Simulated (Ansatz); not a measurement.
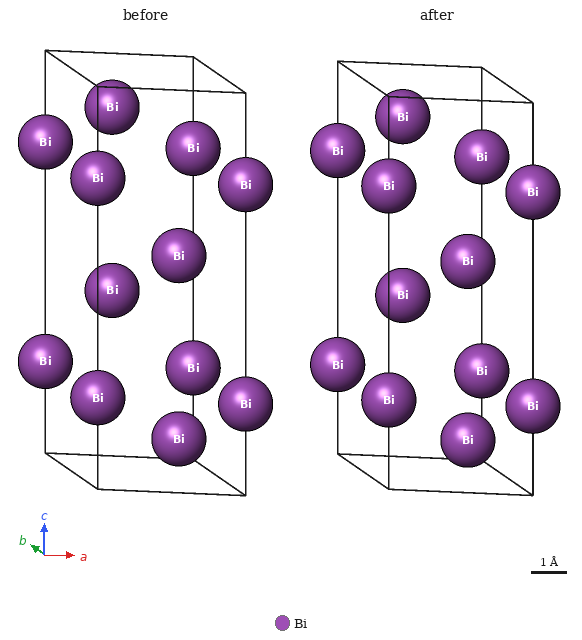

Left: a symmetric starting cell of Bi (made from another compound by putting Bi in place of As). Right: the same structure after one change, at the same scale. A spheres-only model of the conventional cell (3 times the calculation's cell), seen slightly off an axis. Lengths and directions refer to the drawn axes.

Method: Ansatz 0.2.0, DFT PBE, scalar-relativistic, plane waves, PAW. Settings: plane-wave cutoff 420 eV; k-point mesh 12 × 12 × 12; occupations gaussian; smearing width 0.1 eV; no spin polarisation.

What distinguishes the right structure from the left one?

Answer. All lengths are scaled by −2.5 % (volume −7.2 %), the atoms keeping their fractional coordinates. No relaxation follows. The starting cell wasn't computed here and needn't be at equilibrium, so pressure and forces aren't due to the change alone.

How do the computed properties respond?

Answer. Some distances before and after: Bi–Bi 2.884 → 2.813 Å. The space group stays R-3m (No. 166). The pressure is 18.6 GPa (not all of it need come from the change, since the unchanged cell can be under pressure at this level too). The principal stresses (compression positive) are 15.3 GPa along c and 20.3 GPa across it. The largest forces, 2.5 eV/Å, act on 2 Bi atoms of the calculation's cell.
